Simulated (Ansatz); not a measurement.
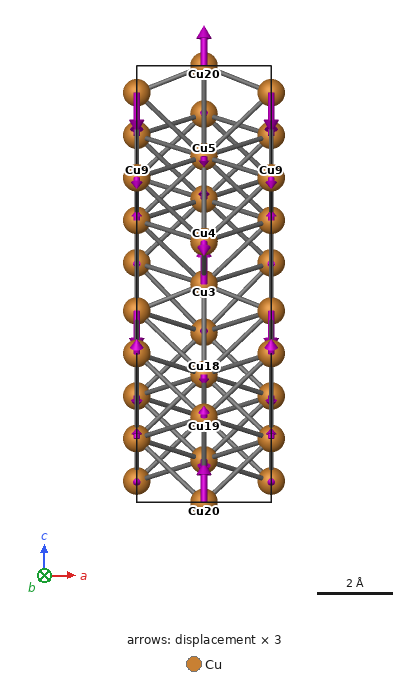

A relaxation of an interface cell of composition Cu. The starting structure is drawn; purple arrows show the displacements (the part carried along by the change of the cell is left out), magnified 3 times.

Style: ball-and-stick. Shown: the cell of the calculation (origin shifted), along the b axis.

Case: symmetric tilt boundary Sigma 5 (3 1 0), mirror between planes, shift [0.5, 0].

All numbers below come from DFT PBE, scalar-relativistic, plane waves, PAW in Ansatz.

Input file:
```yaml
crystal:
  lattice:
    - [3.6297482978, 0.0, 0.0]
    - [0.0, 5.7391359771, 0.0]
    - [0.0, 0.0, 11.7782719542]
  atoms:
    - { symbol: Cu, position: [0.0, 0.6, 0.0730897028] }
    - { symbol: Cu, position: [0.0, 0.4, 0.365448514] }
    - { symbol: Cu, position: [0.5, 0.3, 0.0243632343] }
    - { symbol: Cu, position: [0.5, 0.9, 0.1218161713] }
    - { symbol: Cu, position: [0.5, 0.1, 0.3167220454] }
    - { symbol: Cu, position: [0.5, 0.7, 0.4141749825] }
    - { symbol: Cu, position: [0.5, 0.5, 0.2192691084] }
    - { symbol: Cu, position: [0.0, 0.2, 0.1705426399] }
    - { symbol: Cu, position: [0.0, 0.8, 0.2679955769] }
    - { symbol: Cu, position: [0.0, 1.0, 0.462901451] }
    - { symbol: Cu, position: [0.5, 0.6, 0.9141749825] }
    - { symbol: Cu, position: [0.5, 0.4, 0.6218161713] }
    - { symbol: Cu, position: [0.0, 0.3, 0.962901451] }
    - { symbol: Cu, position: [0.0, 0.9, 0.865448514] }
    - { symbol: Cu, position: [0.0, 0.1, 0.6705426399] }
    - { symbol: Cu, position: [0.0, 0.7, 0.5730897028] }
    - { symbol: Cu, position: [0.0, 0.5, 0.7679955769] }
    - { symbol: Cu, position: [0.5, 0.2, 0.8167220454] }
    - { symbol: Cu, position: [0.5, 0.8, 0.7192691084] }
    - { symbol: Cu, position: [0.5, 1.0, 0.5243632343] }
basis:
  ecutwfc: 420
kpoints:
  mp_grid: { grid: [10, 6, 3] }
hamiltonian:
  xc: pbe
scf:
  occupations: { method: gaussian, width: 0.1 }
output:
  forces: true
  stress: true
  eigenvalues: true
  populations: true
  write_density: true
  write_potential: true
  elf: true
  volumetric_format: npy
relax:
  adjacent_minimum: "off"
  f_tol: 0.02
  max_steps: 60
  cell: { fix: [a, b, alpha, beta, gamma], stress_tol: 0.1 }
```

Launched with:
```bash
ansatz run input.yaml --threads 4 --pin off --max-ram 11264MiB --backend cpu --events-out ev --progress --plain --runs-dir out
```

> Describe the change and its energy.

The largest moves relative to the cell, 0.37 Å, are those of Cu3, Cu10, Cu13 and Cu20. Cu13 goes along [0 −1 −3]. The drawn cell changes as follows: a unchanged at 3.630 Å, b unchanged at 5.739 Å, c 11.778 → 12.065 Å (+2.4 %); the volume changes by +2.4 %. Some distances before and after: Cu10–Cu15 2.512 → 3.016 Å, Cu10–Cu20 1.954 → 2.337 Å, Cu10–Cu16 2.156 → 2.458 Å, Cu12–Cu20 2.567 → 2.413 Å. Over 4 accepted moves (5 points after the start) the energy falls by 4.580 eV per cell of the calculation. The largest force component goes from 6 to 0.00078 eV/Å. The pressure goes from 13.36 to 1.57 GPa. At 1 point the geometry stayed and the basis and grid were re-selected for the new cell (energy shift of 3.9 meV per cell of the calculation at most each time). Cost: 11 min on 4 threads of Intel(R) Xeon(R) Processor @ 2.50GHz (Skylake/Cascade Lake) (shared host), peak memory 2.7 GiB.
